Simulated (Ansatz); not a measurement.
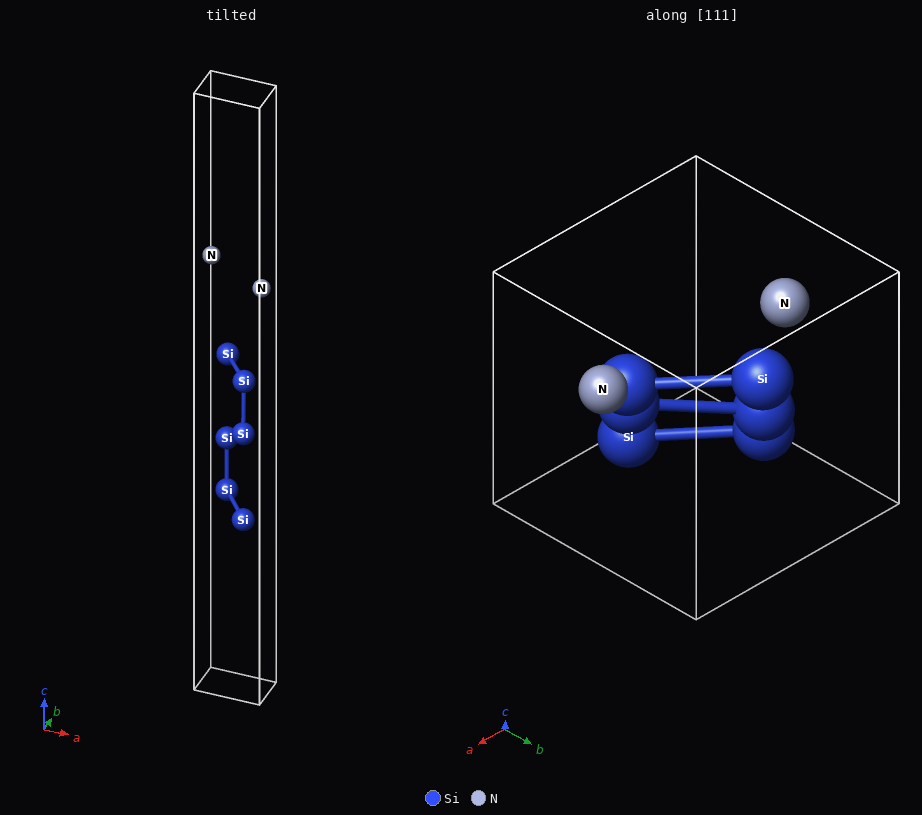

We look at a ball-and-stick model of the crystal slightly off an axis and along [111]. Atoms at the boundary of the simulation cell (the box) are drawn once for each face, edge or corner they touch. Cell: a = 3.825 Å, b = 3.825 Å, c = 27.221 Å, α = 90.00°, β = 90.00°, γ = 120.00°.

The stoichiometry is Si3N. Counting shared atoms by their share gives 6 Si, 2 N, or 8 atoms. N is coordinated by one N at about 1.1 Å. The coordination, counted out to bonding distance, is Si 3 to 4 (mean 3.7).

The cell started as a structure listed in the Materials Project, from which a slab was cut and an adsorbate added. The atoms were relaxed in a fixed cell with Ansatz, DFT PBEsol, scalar-relativistic, plane waves, PAW, but for three held in place.

At this level of theory the cell isn't at rest (forces up to 0.6 eV/Å), so its distances can differ from those at equilibrium, the more so the softer the solid.
